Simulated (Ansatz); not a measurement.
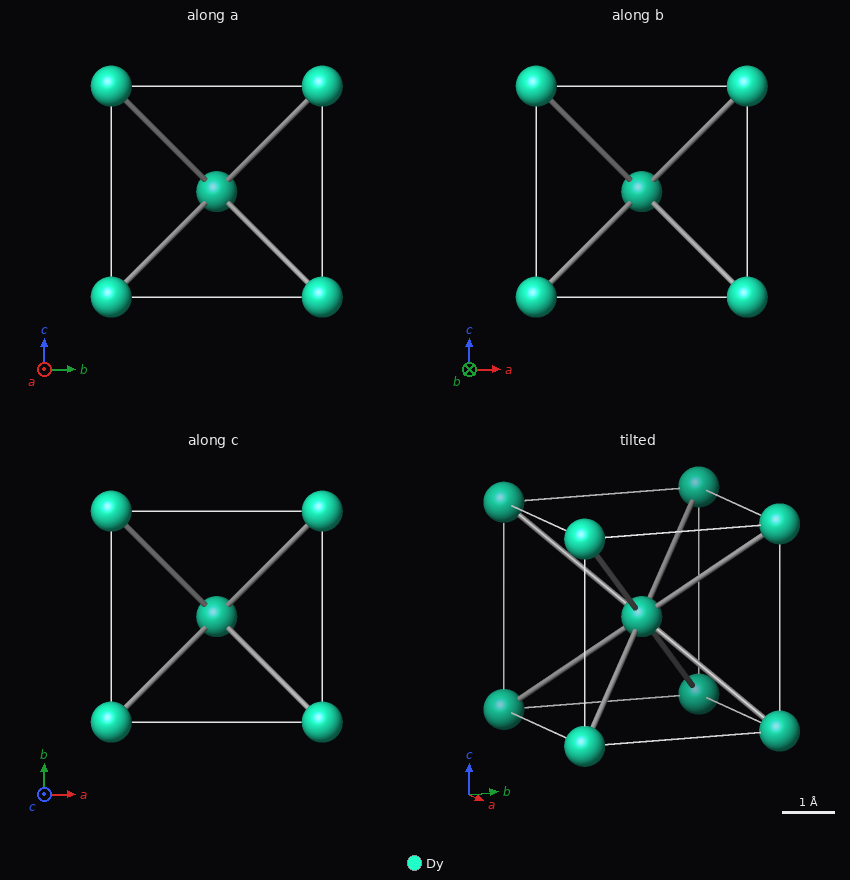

Shown here is a ball-and-stick view of the crystal, taken along the a axis, along the b axis, along the c axis and slightly off an axis. One conventional unit cell is framed, with atoms on its boundary repeated.

Lattice parameters: a = 4.0799 Å, b = 4.0799 Å, c = 4.0799 Å, α = 90.000°, β = 90.000°, γ = 90.000°.

Write down what is shown as a CIF with its space group and independent sites.

```cif
data_structure
_symmetry_space_group_name_H-M 'I m -3 m'
_symmetry_Int_Tables_number 229
_cell_length_a 4.0799
_cell_length_b 4.0799
_cell_length_c 4.0799
_cell_angle_alpha 90.000
_cell_angle_beta 90.000
_cell_angle_gamma 90.000
_cell_volume 67.91
loop_
_atom_site_label
_atom_site_type_symbol
_atom_site_symmetry_multiplicity
_atom_site_Wyckoff_symbol
_atom_site_fract_x
_atom_site_fract_y
_atom_site_fract_z
_atom_site_occupancy
Dy1 Dy 2 a 0.0000 0.0000 0.0000 1
```

The initial geometry was a structure type filled with this element by a generator (whether the element takes this form wasn't checked). Earlier steps of the study may have refined or changed the cell and positions. It was set up as input for a calculation with Ansatz.
